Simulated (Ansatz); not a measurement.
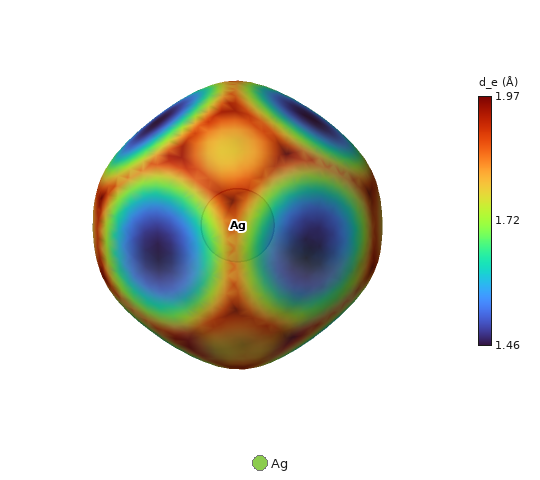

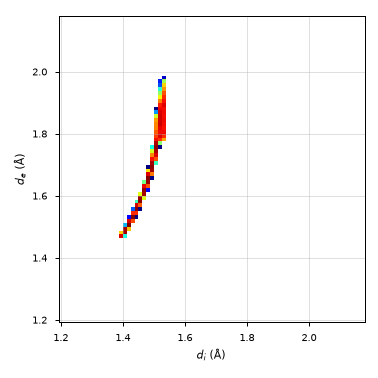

Hirshfeld surface computed for one Ag atom in Ag in space group Im-3m, coloured by d_e. The second picture is its fingerprint plot, coloured by area on a logarithmic scale (blue little, red much).

The surface is where the fragment's share of the procrystal density (the sum of the densities of spherically averaged neutral Hartree-Fock atoms) equals one half. d_i and d_e are the distances from the surface to the nearest nucleus inside and outside. From Rb on the atoms have core potentials, so only their outer electrons count.

Origin of the cell: the input geometry of an electronic-structure calculation (not necessarily at equilibrium); the starting structure was generated, so it need not be a known form of this composition.

```cif
data_structure
_symmetry_space_group_name_H-M 'P 1'
_symmetry_Int_Tables_number 1
_cell_length_a 3.3032
_cell_length_b 3.3032
_cell_length_c 3.3032
_cell_angle_alpha 90.000
_cell_angle_beta 90.000
_cell_angle_gamma 90.000
_cell_volume 36.04
loop_
_atom_site_label
_atom_site_type_symbol
_atom_site_fract_x
_atom_site_fract_y
_atom_site_fract_z
_atom_site_occupancy
Ag1 Ag 0.00000 0.00000 0.00000 1
Ag2 Ag 0.50000 0.50000 0.50000 1
```

**What is the shortest distance from the fragment to an atom outside it?**

Ag–Ag, 2.86 Å.

**How is the surface shared among contacts (nearest atom inside ··· nearest atom outside)?**

Ag···Ag 100 %. The surface faces 14 neighbours with more than 2 % of its area each: 14 Ag.

**Give the size and shape of the surface.**

It encloses about 13.8 Å³, has an area of about 28 Å² and a globularity of 0.99 (1 for a sphere).

**Where does the fingerprint reach closest to the origin?**

The smallest d_i + d_e is about 2.9 Å, which belongs to the shortest contact, Ag···Ag at 2.86 Å; d_e runs from 1.46 to 1.97 Å.
